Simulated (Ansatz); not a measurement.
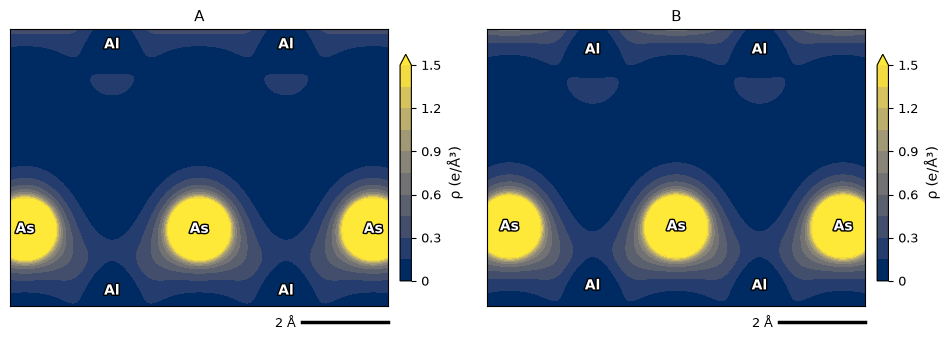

AlAs. The valence pseudo-density of two cells that differ in size, on the (011̄) plane of each (indices in the axes of the calculation cell), at one length scale and on one colour scale; one has 20.7 and the other 23.5 Å³ an atom.

Method: Ansatz, DFT PBE, scalar-relativistic, plane waves, PAW.

The density is the valence pseudo-density of a PAW calculation; it isn't the true density close to the nuclei.

The larger cell:

```xyz
2
Lattice="0.0000 2.8638 2.8638 2.8638 0.0000 2.8638 2.8638 2.8638 0.0000" Properties=species:S:1:pos:R:3 pbc="T T T"
Al    0.0000    0.0000    0.0000
As    1.4319    1.4319    1.4319
```

The smaller cell: a = 3.881 Å, b = 3.881 Å, c = 3.881 Å, α = 60.00°, β = 60.00°, γ = 60.00°.

Which is the denser cell? Describe the effect of the change.

Answer. Panel B is the smaller cell, by 12 % in volume. From the larger cell to the smaller, Al–As goes from 2.48 to 2.38 Å, and the density at its midpoint from 0.46 to 0.53 e/Å³; the pressure goes from 0.0 to 11 GPa; the Kohn–Sham gap goes from 1.5 eV to 1.3 eV.
